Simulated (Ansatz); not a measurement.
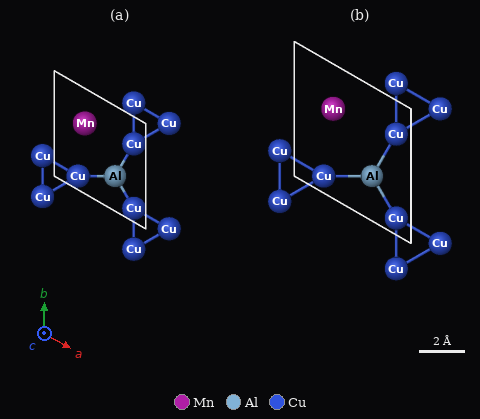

The structure of a crystal of Mn₂AlCu₃ (a generated structure, set up in P-6m2) (coarse preliminary run) before (left) and after (right) a relaxation, at one scale.

Style: ball-and-stick. Shown: the cell of the calculation, along the c axis.

Theory: DFT PBE, scalar-relativistic, plane waves, PAW in Ansatz.

Input
```yaml
crystal:
  lattice:
    - [4.71985662, 0.0, 0.0]
    - [-2.35992831, 4.08751574, 0.0]
    - [0.0, 0.0, 5.05914176]
  atoms:
    - { symbol: Mn, position: [0.33333333, 0.66666667, 0.669769], spin: 4.0 }
    - { symbol: Mn, position: [0.33333333, 0.66666667, 0.330231], spin: 4.0 }
    - { symbol: Al, position: [0.66666667, 0.33333333, 0.5] }
    - { symbol: Cu, position: [0.87047542, 0.12952458, 0.5] }
    - { symbol: Cu, position: [0.87047542, 0.74095083, 0.5] }
    - { symbol: Cu, position: [0.25904917, 0.12952458, 0.5] }
basis:
  ecutwfc: 420
kpoints:
  mp_grid: { grid: [6, 6, 4] }
hamiltonian:
  xc: pbe
scf:
  occupations: { method: gaussian, width: 0.1 }
  lower_state_search: "off"
output:
  forces: true
  stress: true
  eigenvalues: true
  populations: true
magnetization:
  spin_polarized: true
relax:
  adjacent_minimum: "off"
  f_tol: 0.04
  max_steps: 70
  cell: { stress_tol: 0.4 }
```

Run as
```bash
ansatz run input.yaml --threads 4 --pin off --max-ram 8192MiB --backend cpu --events-out ev --progress --plain --runs-dir out
```

**Summarise the run.**

The largest moves relative to the cell, 0.39 Å, are those of Mn1 and Mn2. Mn2 goes along −c. Largest moves by element: Mn 0.39 Å, Cu 0.04 Å. Al stays in place. Cell: a = b 4.720 → 6.032 Å (+27.8 %), c 5.059 → 4.124 Å (−18.5 %). Volume +33.1 %. Near-neighbour distances that change, for instance: Mn1–Mn2 3.341 → 1.953 Å, Mn1–Cu4 2.530 → 3.234 Å, Al3–Cu4 1.666 → 2.171 Å, Mn1–Mn2 (another image) 1.718 → 2.171 Å. New bonds form: Mn1–Mn2 (3.34 → 1.95 Å). The space group stays P-6m2 (No. 187). The energy falls by 2422 meV per atom in 15 accepted moves (18 points after the start). Largest force component: 2.2 eV/Å at the start, 0.0036 eV/Å at the end. Pressure: 80.29 GPa at the start and 0.00 GPa at the end. The line search rejected the trial step at point 8 of the run. At 2 points the geometry stayed and the basis and grid were re-selected for the new cell (energy shift of 93.9 meV per atom at most each time). Cost: 3.5 min on 4 threads of Arm Neoverse V2 (shared host), peak memory 0.62 GiB.
